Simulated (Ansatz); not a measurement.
## Single-point calculation of MoS2 (part 1 of 3)

MoS2 (R-3m, 3 atoms in the cell), computed with DFT PBE+U, scalar-relativistic, plane waves, PAW, Ueff = 4 eV on Mo atom 1 d, spin-polarised (Ansatz 0.2.0).

The structure derives from an entry of the Crystallography Open Database. It belongs to a series of runs on one base structure; here: random orbitals: random, high filling. Figures and captions count atoms from 1; the log counts them from 0 in places.

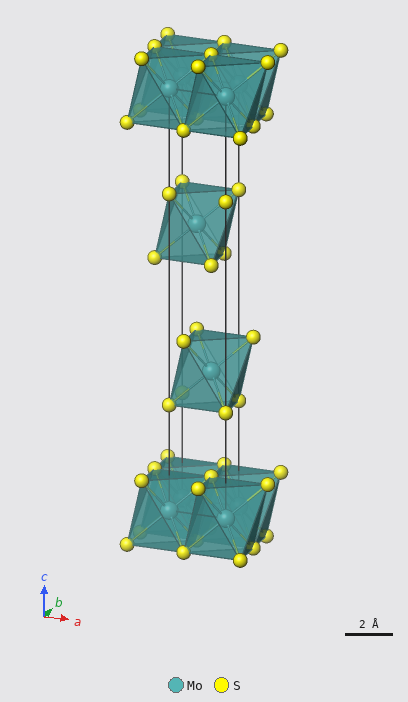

**Figure 1.** The structure as given in the input (polyhedral view of the cell 3 times as large as that of the calculation, set on its symmetry axes, seen slightly off an axis; polyhedra are completed across the faces of the cell).

Summary

```json
{"quantity": "outcome", "value": "converged"}
{"quantity": "space group (tolerance 0.01 Å)", "value": "R-3m (166)"}
{"quantity": "electrons treated", "value": "26"}
{"quantity": "free energy", "value": "−6756.9549 eV"}
{"quantity": "Fermi energy", "value": "11.134 eV"}
{"quantity": "gap on the k-point mesh", "value": "none (metallic)"}
{"quantity": "net moment of the cell", "value": "0.16 μB"}
{"quantity": "integrated absolute moment", "value": "0.31 μB"}
{"quantity": "pressure", "value": "8.66 GPa"}
{"quantity": "largest force (length of the vector)", "value": "1.004 eV/Å"}
{"quantity": "hardware", "value": "2 threads of Arm Neoverse N1, 54 GiB of memory available, shared host"}
{"quantity": "wall time", "value": "6 min (CPU time 12 min)"}
{"quantity": "peak memory", "value": "1.1 GiB"}
```

Remarks

Warnings of the run: the typed occupations were not kept; the occupation matrices lower the symmetry. The cell is under a pressure of 8.7 GPa at this level, so it is not at its equilibrium volume.

The input
```yaml
crystal:
  lattice:
    - [1.58550029, 0.91538902, 6.11499825]
    - [-1.58550029, 0.91538902, 6.11499825]
    - [0.0, -1.83077804, 6.11499825]
  atoms:
    - { symbol: Mo, position: [0.0, 0.0, 0.0], spin: 2.0 }
    - { symbol: S, position: [0.75, 0.75, 0.75] }
    - { symbol: S, position: [0.25, 0.25, 0.25] }
basis:
  ecutwfc: 420
  ecutrho_ratio: 4
kpoints:
  mp_grid: { grid: [7, 7, 7] }
hamiltonian:
  xc: pbe
  hubbard:
    sites:
      - { site: 0, l: d, u_eff: 4.0, starting_ns: [{ spin: up, occupation_matrix: s0up }, { spin: down, occupation_matrix: s0down }] }
    occupation_matrices:
      s0up:
        matrix:
          - [0.65767, -0.34433, 0.21641, 0.18351, 0.00961]
          - [-0.34433, 0.30794, -0.13605, 0.12488, -0.19485]
          - [0.21641, -0.13605, 0.09705, 0.02014, 0.03895]
          - [0.18351, 0.12488, 0.02014, 0.56455, -0.41366]
          - [0.00961, -0.19485, 0.03895, -0.41366, 0.37278]
      s0down:
        matrix:
          - [0.02, 0.0, 0.0, 0.0, 0.0]
          - [0.0, 0.02, 0.0, 0.0, 0.0]
          - [0.0, 0.0, 0.02, 0.0, 0.0]
          - [0.0, 0.0, 0.0, 0.02, 0.0]
          - [0.0, 0.0, 0.0, 0.0, 0.02]
    ns_hold: until_converged
scf:
  occupations: { method: gaussian, width: 0.05 }
  lower_state_search: "off"
  max_iter: 150
output:
  forces: true
  stress: true
  eigenvalues: true
  populations: true
  hubbard: { sites: [{ site: 0, l: d }] }
  write_density: true
  write_potential: true
  elf: true
  volumetric_format: npy
magnetization:
  spin_polarized: true
```

Run as:
```bash
ansatz run input.yaml --threads 2 --pin off --max-ram 3072MiB --backend cpu --events-out ev --progress --plain --runs-dir out
```

What the program printed
```
Warning: crystal.symmetry: narrowed to the stabiliser of the occupation matrices — unitary ops 12 → 2; lowered by the specified shell (site 0, l: d); largest admitted image defect 2.2e-16, smallest excluded 5.0e-1 — at a splitting's scale: the group the occupation matrices' own texture admits
basis.fft_grid_basis auto: the FFT boxes are laid along the combinations [[1, -1, 0], [0, 1, 0], [0, -1, 1]] of the cell's own vectors, 3.171, 6.383 and 3.171 Å long. The dense box has 24×45×24 points. Along the cell's own vectors, as sized, it would have 45×45×45, 3.52 times as many. Of the 12 symmetry operations that the crystal satisfies within crystal.symmetry.tolerance (time reversal apart; of a slab, those that keep its plane) the dense box along the cell's own vectors carries 12, and the one as laid loses 8 of those. basis.fft_grid_basis: typed keeps the cell's own vectors: state it where this run's energies or levels are differenced outside the engine with another run's, or held beside a run that keeps those vectors. Those combinations have planes normal to reciprocal vector 3, as the cell's own vectors have. Each planar average written beside output.write_density, output.write_potential has a row for each plane of the box: 24. The volumetric files lie along those combinations, not along the cell's own vectors: a cube or XSF file states them, and fields.json those of NumPy files.
Mo: projections on atomic orbitals take those of the free atom [Ar 3d10] 4s2 4p6 4d5 5s1, of charge +0.00 (hamiltonian.pseudopotentials.projection_atoms); the dataset's partial waves leave at most 6.0e-6 of an orbital's norm unspanned inside its sphere
S: projections on atomic orbitals take those of the free atom [Ne] 3s2 3p4, of charge +0.00 (hamiltonian.pseudopotentials.projection_atoms); the dataset's partial waves leave at most 1.6e-7 of an orbital's norm unspanned inside its sphere
Engine: ansatz 0.2.0, aarch64-unknown-linux-gnu
Pseudopotentials: kind: paw
Pseudopotential: Mo, paw, valence charge 14, recommended cutoff 420 eV (normal), Mo.paw.azcp
Pseudopotential: S, paw, valence charge 6, recommended cutoff 420 eV (normal), S.paw.azcp
Functional definition: PBE
  parameter kappa = 0.804
  parameter beta = 0.06672455060314922
  exchange = pbe_x(kappa = kappa, mu = beta*pi^2/3)
  correlation = pbe_c(beta = beta)
Crystal: 3 atoms, lattice volume = 53.250 Å³
Basis set: ecut = 420 eV, 1023 PW (Γ), FFT grids on a1−a2, a2, −a2+a3, exchange–correlation on 48×90×48 points (8 copies of the dense FFT grid, shifted against one another)
Bands: 18, of which v1, the nominal top of the filled ones, is band 13 counted from 1 (12 counted from 0)
Symmetry: 2 space group operations
k-points: 172 of 343
Non-local potential: Mo, projectors of the file, l = 0: 3, l = 1: 2, l = 2: 2, l = 3: 1
Non-local potential: S, projectors of the file, l = 0: 2, l = 1: 2, l = 2: 2
PAW form: soft (Blöchl's): semilocal exchange-correlation on the pseudo side does not see the compensation charge
PAW one-centre angular grid: Mo, 590 points (default); XC on 64 Gauss nodes
PAW one-centre angular grid: S, 110 points (default); XC on 64 Gauss nodes
Initial density: superposition of atomic densities (chi_scale 0.1, normalization cell)
Starting moments: Σ|m| = 2 μB on 1 of 3 sites
Initial wavefunctions: pseudopotential atomic-orbital guess
Functional: x = pbe(κ = 0.804, μ = 0.2195149727645171), c = pbe(β = 0.06672455060314922)
```
